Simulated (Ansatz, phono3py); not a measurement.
# GaAs (F-43m): lattice thermal conductivity

Aim: the lattice thermal conductivity of GaAs against temperature, and which phonons carry it.

What experiment has found for this phase:
- thermal conductivity 45 W/m/K near room temperature (given in “Combining the AFLOW GIBBS and Elastic Libraries to efficiently and robustly screen thermo-mechanical properties of solids”, 2017, arXiv:1611.05714)

Method: DFT LDA, scalar-relativistic, plane waves, PAW, in Ansatz 0.2.0.

## (1) The starting structure

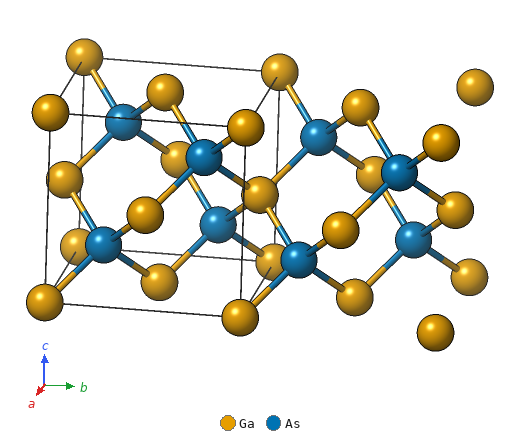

Start, viewed slightly off an axis; gallium orange, arsenic blue. 1×2×1 cells are drawn. This picture shows the conventional cell, with its axes. Bonds to atoms that aren't drawn are left out. Some periodic images of atoms are drawn too.

As a file:

```cif
data_structure
_symmetry_space_group_name_H-M 'P 1'
_symmetry_Int_Tables_number 1
_cell_length_a 3.9978
_cell_length_b 3.9978
_cell_length_c 3.9978
_cell_angle_alpha 60.000
_cell_angle_beta 60.000
_cell_angle_gamma 60.000
_cell_volume 45.18
loop_
_atom_site_label
_atom_site_type_symbol
_atom_site_fract_x
_atom_site_fract_y
_atom_site_fract_z
_atom_site_occupancy
Ga1 Ga 0.00000 0.00000 0.00000 1
As2 As 0.25000 0.25000 0.25000 1
```

## (2) A first coarse run

A cheap single point shows whether the cell is a metal or an insulator and how far it is from rest; that sets the k-mesh and the occupations of what follows.

File input.yaml:

```yaml
crystal:
  lattice:
    - [0.0, 2.82685, 2.82685]
    - [2.82685, 0.0, 2.82685]
    - [2.82685, 2.82685, 0.0]
  atoms:
    - { symbol: Ga, position: [0.0, 0.0, 0.0] }
    - { symbol: As, position: [0.25, 0.25, 0.25] }
kpoints:
  mp_grid: { grid: [6, 6, 6] }
hamiltonian:
  xc: lda
scf:
  occupations: { method: gaussian, width: 0.1 }
output:
  forces: true
  stress: true
  eigenvalues: true
```

Run with:

```
ansatz run input.yaml --threads 4 --pin off --max-ram 16384MiB --backend cpu --events-out ev --progress --plain --runs-dir out
```

Numbers of over 12 decimals in the logs are rounded to 6 here.

Log:

```text
Engine: ansatz 0.2.0, aarch64-unknown-linux-gnu
Pseudopotentials: kind: paw
Pseudopotential: Ga, paw, valence charge 13, recommended cutoff 420 eV (normal), Ga.paw.azcp
Pseudopotential: As, paw, valence charge 15, recommended cutoff 420 eV (normal), As.paw.azcp
Functional definition: SPW92
  exchange = slater_x
  correlation = pw_c
Crystal: 2 atoms, lattice volume = 45.179 Å³
Basis set: ecut = 420 eV, 893 PW (Γ)
Bands: 18, of which v1, the nominal top of the filled ones, is band 14 counted from 1 (13 counted from 0)
Symmetry: 24 space group operations
Space group: F-43m (ITA 216), of the structure as read, at distance tolerance 3.6e-5 Å
k-points: 16 of 216 (time reversal used)
Non-local potential: Ga, projectors of the file, l = 0: 2, l = 1: 2, l = 2: 3, l = 3: 1
Non-local potential: As, projectors of the file, l = 0: 2, l = 1: 2, l = 2: 3, l = 3: 1
PAW form: soft (Blöchl's): semilocal exchange-correlation on the pseudo side does not see the compensation charge
PAW frozen core: Ga, regenerated for the run's functional, and the local potential with it (the file was generated under x = pbe(κ = 0.804, μ = 0.219515), c = pbe(β = 0.066725))
PAW frozen core: As, regenerated for the run's functional, and the local potential with it (the file was generated under x = pbe(κ = 0.804, μ = 0.219515), c = pbe(β = 0.066725))
PAW one-centre angular grid: Ga, 590 points (default); XC on 64 Gauss nodes
PAW one-centre angular grid: As, 590 points (default); XC on 64 Gauss nodes
Initial density: superposition of atomic densities (neutral atoms: chi_scale 0, normalization atom), corrected by the library's trained network
Initial wavefunctions: pseudopotential atomic-orbital guess
Functional: x = slater, c = lda
SCF iter   1: F=—  HF=-8481.265392 eV  |F-HF|=—  |Δ(HF+E_count)|=         —  Δρ=4.66e-3  dr2=6.02e-3  ethr=1.77e-3  ⟨swp⟩=5.2  Hψ=1342  notcnv=0
preconditioner: auto → none  [insulator: Δε(μ)=0.256 eV  Ē_g=15.464 eV  σ=0.100 eV  W_gap=0.92  n_scr=14 (ndim 8)  ℏωp=23.4 eV  f_vac=0.086  D(μ)=0.03/eV (n_scr^D=0)  ε∞_Penn≈3.3]
SCF iter   2: F=—  HF=-8481.262737 eV  |F-HF|=—  |Δ(HF+E_count)|=   2.65e-3  Δρ=2.35e-3  dr2=9.40e-4  ethr=2.15e-5  ⟨swp⟩=2.3  Hψ=630  notcnv=0
SCF iter   3: F=—  HF=-8481.262684 eV  |F-HF|=—  |Δ(HF+E_count)|=   5.30e-5  Δρ=6.31e-4  dr2=1.77e-4  ethr=3.36e-6  ⟨swp⟩=2.0  Hψ=426  notcnv=0
SCF iter   4: F=—  HF=-8481.262603 eV  |F-HF|=—  |Δ(HF+E_count)|=   8.08e-5  Δρ=2.31e-4  dr2=1.06e-5  ethr=6.33e-7  ⟨swp⟩=2.0  Hψ=430  notcnv=0
SCF iter   5: F=—  HF=-8481.262608 eV  |F-HF|=—  |Δ(HF+E_count)|=   4.91e-6  Δρ=1.51e-5  dr2=1.01e-7  ethr=3.77e-8  ⟨swp⟩=2.0  Hψ=368  notcnv=0
SCF iter   6: F=-8481.262608 eV  HF=-8481.262608 eV  |F-HF|=2.78e-9  |Δ(HF+E_count)|=   1.42e-8  Δρ=3.55e-6  dr2=3.05e-9  ethr=3.57e-10  ⟨swp⟩=4.8  Hψ=1157  notcnv=0
SCF 1 converged in 6 iterations: F = -8481.262608 eV  dr2 = 3.05e-9
  greatest PAW one-centre occupation: 0.999 electrons in one spin orbital (limit 2), on the As atom at site 1 (counted from 0), in its partial waves of l = 2
SCF converged after 6 iterations
Free energy (F): -8481.262608 eV
Harris-Foulkes:  -8481.262608 eV  (|F-HF|=2.78e-9)
Internal energy: -8481.262483 eV  (E = F + TS)
E sigma→0 (E₀):  -8481.262546 eV
Entropy (-TS):   -0.000125 eV (-0.062 meV/atom)
Fermi energy:    8.036150 eV
--- Per-component energies (eV) ---
  E_band       = -323.586382
  E_kinetic    = 220.254256
  E_local      = -3927.327370  (includes V_loc(G=0)·N_el)
  E_nonlocal   = -238.474474
  E_hartree    = 1973.998507
  E_xc         = -147.866394
  E_vxc        = -138.330441  (∫ρ·V_xc dr)
  E_paw        = -3666.922787  (= ΣΔE_a)
  E_vpaw       = -187.705533  (= ΣTr[D̂ρ^β])
  E_aug_tail   = -0.000146  (compensation charges beyond the density's cutoff)
  E_ewald      = -2698.727786
  E_core_change = 3.803710  (= ΣΔE_core)
  E_smearing   = -0.000125  (= −TS)
  E_closure    = 0.000000  (closes the sum)
  Σ components = -8481.262608   (vs F -8481.262608, Δ=0.00e0)
--- Forces (eV/Å), atoms counted from 1 ---
  atom   1  Ga     0.00000000    -0.00000000     0.00000000
  atom   2  As    -0.00000000     0.00000000    -0.00000000
  max |Σ_I F_I| component: 2.20e-16 eV/Å
--- Stress (GPa, compression-positive) ---
       -1.918356       0.000000      -0.000000
       -0.000000      -1.918356       0.000000
       -0.000000       0.000000      -1.918356
  P = ⅓ Tr σ = -1.9184 GPa (-19.184 kbar)
--- Band table (eV; the first three rows and the last of 16) ---
  k-point 0: bands = [... 10 lower, -4.9044, 7.8797, 7.8797, 7.8797, 8.1597, 11.5588, 11.5588, 11.5588]
  k-point 1: bands = [... 10 lower, -4.5851, 5.0947, 7.4968, 7.4968, 9.3597, 12.1060, 12.1060, 12.4479]
  k-point 2: bands = [... 10 lower, -3.7606, 2.4399, 6.9495, 6.9495, 8.9393, 12.5264, 12.5264, 14.9652]
  k-point 15: bands = [... 10 lower, -2.3681, 1.1352, 4.5136, 4.6546, 11.0504, 11.2398, 14.8856, 15.1926]
```

The job ended after 1.1 s (4 threads of Arm Neoverse V1, shared host; peak memory 0.3 GiB).

The column dr2 measures how far the density is from self-consistency, as an energy; F and HF (Harris–Foulkes) agree once it is small.

This step gave:

```yaml
pressure: -1.918 GPa
volume_per_atom: 22.59 Å³
gap_on_the_k_mesh: 0.2800 eV
```

The start is under -1.9 GPa at this level and looks like an insulator or semiconductor on this mesh.

## (3) Finding the static equilibrium

Phonons are second derivatives about a minimum, so cell and atoms are relaxed first, inside the symmetry of the start.

input.yaml, the sections that differ from step 2:

```yaml
kpoints:
  mp_grid: { grid: [12, 12, 12] }
scf:
  occupations: { method: gaussian, width: 0.01 }
relax:
  adjacent_minimum: "off"
  f_tol: 0.005
  max_steps: 80
  cell: { stress_tol: 0.05 }
# crystal, hamiltonian, output: as in step 2
```

Log:

```text
[...]
Crystal: 2 atoms, lattice volume = 45.179 Å³
Basis set: ecut = 420 eV, 893 PW (Γ)
Bands: 18, of which v1, the nominal top of the filled ones, is band 14 counted from 1 (13 counted from 0)
Symmetry: 24 space group operations
[...]
k-points: 72 of 1728 (time reversal used)
[...]
SCF iter   1: F=—  HF=-8481.293475 eV  |F-HF|=—  |Δ(HF+E_count)|=         —  Δρ=5.25e-3  dr2=8.39e-3  ethr=1.77e-3  ⟨swp⟩=6.0  Hψ=6090  notcnv=0
[...]
SCF iter   6: F=-8481.290361 eV  HF=-8481.290361 eV  |F-HF|=4.08e-9  |Δ(HF+E_count)|=  1.36e-10  Δρ=4.45e-6  dr2=4.49e-9  ethr=3.51e-10  ⟨swp⟩=2.9  Hψ=4814  notcnv=0
SCF 1 converged in 6 iterations: F = -8481.290361 eV  dr2 = 4.49e-9
[...]
relax step   1: F+E_penalty+E_count = -8481.29036125 eV  Δ(F+E_penalty+E_count) = +0.000e0 eV  max|allowed force component| = 1.133e-16 eV/Å  Δτ_max = 0.0000 Å  P = -1.877 GPa  Ω = 45.179 Å³  (6 SCF iters, dr2 threshold 1.00e-7 eV, accepted)
Crystal: 2 atoms, lattice volume = 44.191 Å³
Basis set: ecut = 420 eV, 869 PW (Γ)
[...]
iter 1 solved again at ethr=1.88e-6 eV; its pass at ethr=3.10e-3 eV (dr2=5.26e-4 eV) is discarded
[...]
SCF iter   5: F=-8481.297507 eV  HF=-8481.297507 eV  |F-HF|=5.91e-8  |Δ(HF+E_count)|=   1.03e-8  Δρ=9.60e-6  dr2=3.04e-8  ethr=7.14e-10  ⟨swp⟩=5.0  Hψ=5687  notcnv=0
SCF 2 converged in 5 iterations: F = -8481.297507 eV  dr2 = 3.04e-8
relax step   2: F+E_penalty+E_count = -8481.29750656 eV  Δ(F+E_penalty+E_count) = -7.145e-3 eV  max|allowed force component| = 3.412e-17 eV/Å  Δτ_max = 0.0000 Å  P = -0.351 GPa  Ω = 44.191 Å³  energy of the carried Pulay correction = +1.785e-4 eV  (5 SCF iters, dr2 threshold 2.00e-7 eV, accepted)
Crystal: 2 atoms, lattice volume = 43.970 Å³
[...]
SCF iter   4: F=-8481.297779 eV  HF=-8481.297779 eV  |F-HF|=8.63e-9  |Δ(HF+E_count)|=   1.52e-7  Δρ=8.36e-6  dr2=1.37e-8  ethr=7.14e-10  ⟨swp⟩=5.0  Hψ=5956  notcnv=0
SCF 3 converged in 4 iterations: F = -8481.297779 eV  dr2 = 1.37e-8
relax step   3: F+E_penalty+E_count = -8481.29777892 eV  Δ(F+E_penalty+E_count) = -2.724e-4 eV  max|allowed force component| = 2.833e-17 eV/Å  Δτ_max = 0.0000 Å  P = +0.018 GPa  Ω = 43.970 Å³  energy of the carried Pulay correction = +2.190e-4 eV  (4 SCF iters, dr2 threshold 2.00e-7 eV, accepted)
[...]
SCF iter   1: F=—  HF=-8481.297561 eV  |F-HF|=—  |Δ(HF+E_count)|=         —  Δρ=2.12e-5  dr2=6.88e-8  ethr=3.07e-7  ⟨swp⟩=2.9  Hψ=9167  notcnv=0
eigensolver tolerance schedule: the retry pair's looser diagonalisation over-reported the residual by 1246.57 of it (diagonalisation noise at 0.14 of the residual, at the tolerance the schedule requests for it); recorded, not acted on — ethr = c·dr2/N_el stays at c = 1.0e-1
[...]
SCF iter   2: F=—  HF=-8481.297563 eV  |F-HF|=—  |Δ(HF+E_count)|=   1.67e-6  Δρ=1.77e-5  dr2=6.52e-8  ethr=2.46e-10  ⟨swp⟩=2.1  Hψ=2346  notcnv=0
[...]
SCF iter   6: F=-8481.297563 eV  HF=-8481.297563 eV  |F-HF|=1.82e-12  |Δ(HF+E_count)|=  1.82e-12  Δρ=6.11e-8  dr2=5.76e-13  ethr=1.00e-12  ⟨swp⟩=5.0  Hψ=5501  notcnv=0
SCF 4 converged in 6 iterations: F = -8481.297563 eV  dr2 = 5.76e-13
relax step   4: F+E_penalty+E_count = -8481.29756294 eV  Δ(F+E_penalty+E_count) = +2.160e-4 eV  max|allowed force component| = 3.066e-17 eV/Å  Δτ_max = 0.0000 Å  P = +0.017 GPa  Ω = 43.970 Å³  stress off target by 1.73e-2 GPa  SCF on the basis re-selected at this cell (its energy is not comparable with the rows above)  (6 SCF iters)
basis re-selected at this cell: Δ(F+E_penalty+E_count) = +2.160e-4 eV, ΔP = -0.001 GPa vs the last step (what re-selecting the basis moved, of the pressure what is left beyond the Pulay correction that the steps carried, after the strain that the cell walked since its last selection, with what the two solves' SCF thresholds leave and, on support functions, any second-order correction that the steps lacked; it is no m [...]
SCF converged after 6 iterations
Free energy (F): -8481.297563 eV
[...]
Internal energy: -8481.297563 eV  (E = F + TS)
E sigma→0 (E₀):  -8481.297563 eV
Fermi energy:    8.486661 eV
[...]
--- Stress (GPa, compression-positive) ---
        0.017272      -0.000000      -0.000000
       -0.000000       0.017272       0.000000
       -0.000000       0.000000       0.017272
  P = ⅓ Tr σ = 0.0173 GPa (0.173 kbar)
--- Band table (eV; the first three rows and the last of 72) ---
  k-point 0: bands = [... 10 lower, -4.7379, 8.2423, 8.2423, 8.2423, 8.7308, 11.9378, 11.9378, 11.9378]
  k-point 1: bands = [... 10 lower, -4.6528, 6.9893, 8.1229, 8.1229, 9.5894, 12.0918, 12.1129, 12.1129]
  k-point 2: bands = [... 10 lower, -4.4053, 5.4536, 7.8440, 7.8440, 9.8389, 12.5023, 12.5023, 12.9032]
  k-point 71: bands = [... 10 lower, -2.0625, 1.4400, 4.5583, 4.7491, 12.8959, 12.9051, 13.6316, 14.2113]
--- Relaxed structure (3 steps of the walk, 3 accepted, 1 SCFs on fresh bases) ---
  F+E_penalty+E_count = -8481.29756294 eV   max|allowed force component| = 3.066e-17 eV/Å   (the final SCF, on the basis selected at the relaxed cell)
  cell:  # Å, volume = 43.9700 Å³
    - [0, 2.801402, 2.801402]
    - [2.801402, 0, 2.801402]
    - [2.801402, 2.801402, 0]
  atoms:
    - { symbol: Ga, position: [0, 0, 0] }
    - { symbol: As, position: [0.25, 0.25, 0.25] }
```

Wall time 6.3 s (4 threads); peak memory 0.41 GiB.

The steps of the relaxation:

```csv
step,energy less that of the first step (eV),largest force component (eV/Å),pressure (GPa),volume (Å³)
1,0.0000,0.0000,-1.88,45.18
2,-0.0071,0.0000,-0.35,44.19
3,-0.0074,0.0000,0.02,43.97
4*,-0.0072,0.0000,0.02,43.97
```

Relaxation steps marked * repeat the geometry before them on a plane-wave basis chosen anew for their cell, so energy and pressure can jump there.

The run keeps the 24 symmetry operations that it works with, so distortions that break them were not tested.

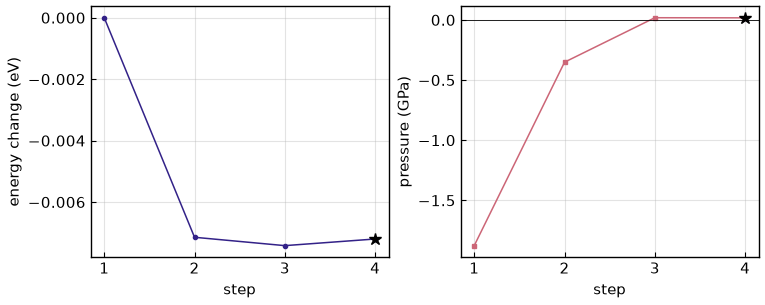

Energy and pressure along the relaxation. Stars mark steps on a basis chosen anew.

```csv
"conventional cell, symmetrised",before,after,change
a (Å),5.654,5.603,-0.9 %
b (Å),5.654,5.603,-0.9 %
c (Å),5.654,5.603,-0.9 %
volume (Å³/atom),22.59,21.98,-2.7 %
```

Final coordinates:

```cif
data_structure
_symmetry_space_group_name_H-M 'P 1'
_symmetry_Int_Tables_number 1
_cell_length_a 3.9618
_cell_length_b 3.9618
_cell_length_c 3.9618
_cell_angle_alpha 60.000
_cell_angle_beta 60.000
_cell_angle_gamma 60.000
_cell_volume 43.97
loop_
_atom_site_label
_atom_site_type_symbol
_atom_site_fract_x
_atom_site_fract_y
_atom_site_fract_z
_atom_site_occupancy
Ga1 Ga 0.00000 0.00000 0.00000 1
As2 As 0.25000 0.25000 0.25000 1
```

This step gave:

```
pressure          : 0.01727 GPa
gap on the k-mesh : 0.4886 eV
volume per atom   : 21.98 Å³
```

The relaxation ends with a pressure of 0.02 GPa.

## (4) Tight relaxation

The thresholds are tightened for a last relaxation ahead of the phonons, and where mesh or smearing change with them the cell follows.

input.yaml, the sections that differ from step 3:

```yaml
crystal:
  lattice:
    - [0.0, 2.801401941, 2.801401941]
    - [2.801401941, 0.0, 2.801401941]
    - [2.801401941, 2.801401941, 0.0]
  atoms:
    - { symbol: Ga, position: [0.0, 0.0, 0.0] }
    - { symbol: As, position: [0.25, 0.25, 0.25] }
scf:
  occupations: { method: fixed }
relax:
  adjacent_minimum: "off"
  f_tol: 0.001
  max_steps: 60
  cell: { stress_tol: 0.01 }
# kpoints, hamiltonian, output: as in step 3
```

Log:

```text
[...]
Crystal: 2 atoms, lattice volume = 43.970 Å³
Basis set: ecut = 420 eV, 869 PW (Γ)
Bands: 18, of which v1, the nominal top of the filled ones, is band 14 counted from 1 (13 counted from 0)
Symmetry: 24 space group operations
[...]
k-points: 72 of 1728 (time reversal used)
[...]
k-point 71: bands = [... 10 lower, -2.0646, 1.4382, 4.5567, 4.7474, 12.8932, 12.9016, 13.6284, 14.2086]
--- Relaxed structure (2 steps of the walk, 2 accepted, 1 SCFs on fresh bases) ---
[...]
cell:  # Å, volume = 43.9781 Å³
    - [0, 2.801575, 2.801575]
    - [2.801575, 0, 2.801575]
    - [2.801575, 2.801575, 0]
  atoms:
    - { symbol: Ga, position: [0, 0, 0] }
    - { symbol: As, position: [0.25, 0.25, 0.25] }
[key lines of the parts left out:]
SCF converged after 6 iterations
Free energy (F): -8481.297562 eV
Fermi energy:    8.239670 eV
P = ⅓ Tr σ = 0.0036 GPa (0.036 kbar)
```

Elapsed: 5.1 s, on 4 threads; peak memory 0.4 GiB; 18 s of CPU time.

Little changed from the start: no atom moved by 0.005 Å and no cell edge by 0.1 %.

This step gave:

```yaml
pressure: 0.003571 GPa
gap_on_the_k_mesh: 0.4872 eV
volume_per_atom: 21.99 Å³
```

The residual pressure is 0.0036 GPa, small enough for phonons.

[end of part 1 of 3]

[Logs are printed without paths, hosts, clocks, repeated set-up lines and the standing remarks that a program may print on its own settings, such as how far it seeks lower states.]

[Hosts, paths, dates, database ids (printed as entryN), source tags and the programs' standing remarks are cut or masked in the printed files.]

[A step with changed settings may run another functional than the one named; its input shows which.]
